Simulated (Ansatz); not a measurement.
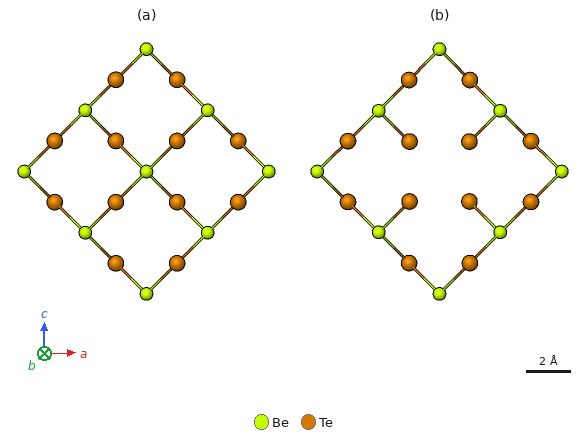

Left: perfect BeTe. Right: the same region with one point defect, after relaxing the atoms in a supercell of 32 sites. A ball-and-stick model of the atoms within 6.0 Å of one point, in a slice 3.4 Å thick across the line of sight, seen along the b axis.

The calculation used DFT PBEsol, scalar-relativistic, plane waves, PAW in Ansatz. (plane-wave cutoff 420 eV; k-point mesh 2 × 2 × 2; occupations gaussian; smearing width 0.01 eV; mesh shifted by (0.5, 0.5, 0.5); collinear spin) The cell is small and the k-mesh coarse, so the numbers are rough. A uniform background neutralises the charged cell. The axes drawn are those of the host's conventional cell.

Q: What kind of defect was made?

A: A beryllium atom is taken out (a vacancy).

The charge state of the cell is −2.

Q: How does the lattice respond?

A: Around the empty Be site the host had 4 Te at 2.43 Å; after relaxation the nearest atoms are 4 Te at 2.38 Å. Of the host's atoms, a beryllium atom moves furthest from its site, by 0.07 Å. The cell ends without a net magnetic moment.
